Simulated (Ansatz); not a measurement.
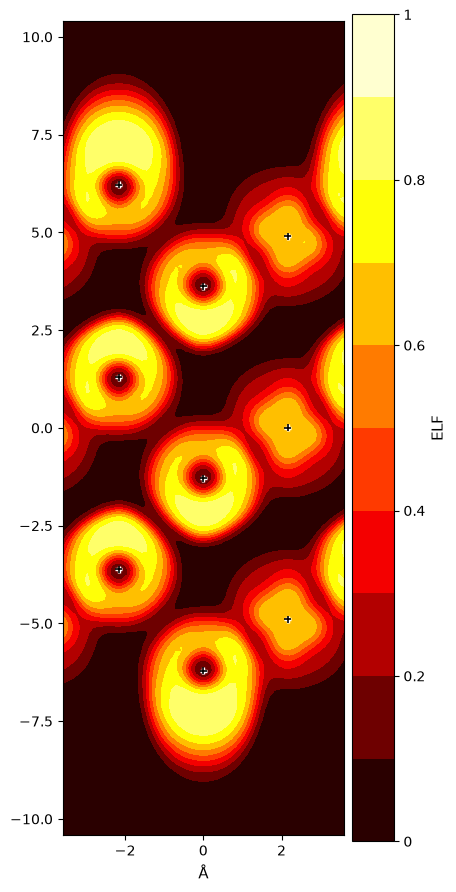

The electron localisation function on a plane through atoms (crosses mark nuclei in the plane).

Method: DFT r2SCAN, scalar-relativistic, plane waves, PAW (Ansatz).

Candidates:
A. Al$_{2}$O$_{3}$, a = 4.76 Å, b = 4.76 Å, c = 13.00 Å, α = 90.00°, β = 90.00°, γ = 120.00°. Space group R-3c.
B. WS$_{2}$, a = 3.15 Å, b = 3.15 Å, c = 12.14 Å, α = 90.00°, β = 90.00°, γ = 120.00°. Space group P6₃/mmc; computed pressure about 2 GPa in this cell.
C. PtSe$_{2}$ (slab), a = 3.75 Å, b = 3.75 Å, c = 50.41 Å, α = 90.00°, β = 90.00°, γ = 120.00°. 

### Which candidate gave the map?

Candidate C: PtSe$_{2}$ on the (110) plane of the calculation cell, a cut from vacuum to vacuum, which holds Se and Pt. Pt–Se (2.53 Å): the ELF is about 0.50 at the midpoint.
